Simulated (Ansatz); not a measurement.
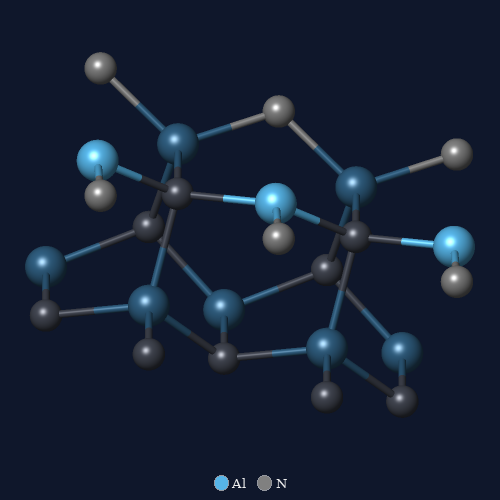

The system is N₂ on an AlN(100) slab cut from the P6_3mc phase, its upper half relaxed before the scan (16 atoms of substrate and one adsorbate in a 2 × 1 cell); the picture shows it without the atoms that are moved over the map. N2 is moved over the surface cell at a fixed height above a rigid substrate; the origin of the map has the adsorbate above N15; the height is held at 3.40 Å. Places are given modulo a cell vector. The map is drawn in real space over the plane of the surface. The scan uses a 4 × 4 grid; 12 points were computed and 4 follow by symmetry. Places are given in fractions of the 1 × 1 surface cell. Energies: meV, counted from the lowest grid point. At a fixed height the lowest place need not be the adsorption site. The calculation used Ansatz 0.2.0, DFT PBE+D3(BJ), scalar-relativistic, plane waves, PAW. Settings: cutoff 420 eV, k-mesh 5×6×1, gaussian smearing 0.05 eV, no spin polarisation.

Range: position of N17 along the first surface vector from 0.00 to 0.75; position of N17 along the second surface vector from 0.00 to 0.75.

**What will the energy surface look like?**

The lowest grid point is at (0/4, 2/4) of the cell vectors. The highest grid point, the top site over a surface N atom, (0/4, 0/4) of the cell vectors, lies 84 meV above the lowest.

```csv
"second ↓, first →",0/4,1/4,2/4,3/4
3/4,47,43,39,43
2/4,0,3,6,3
1/4,31,27,23,27
0/4,84,72,60,72
```

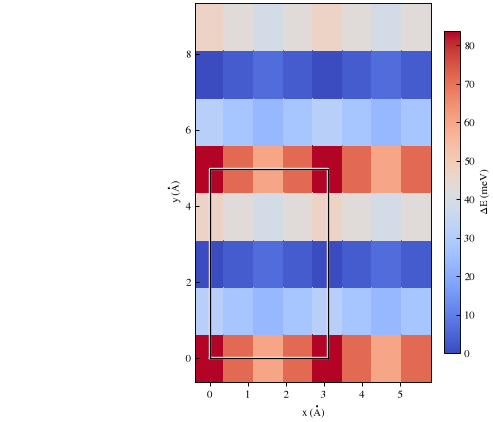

Drawn: one coloured cell a grid point, the outline of one cell of the 2 × 2 shown.

Time for the 12 points that were run: 30 min on 1 thread of Arm Neoverse N1 (shared host).

PAW datasets: the set soft_1.
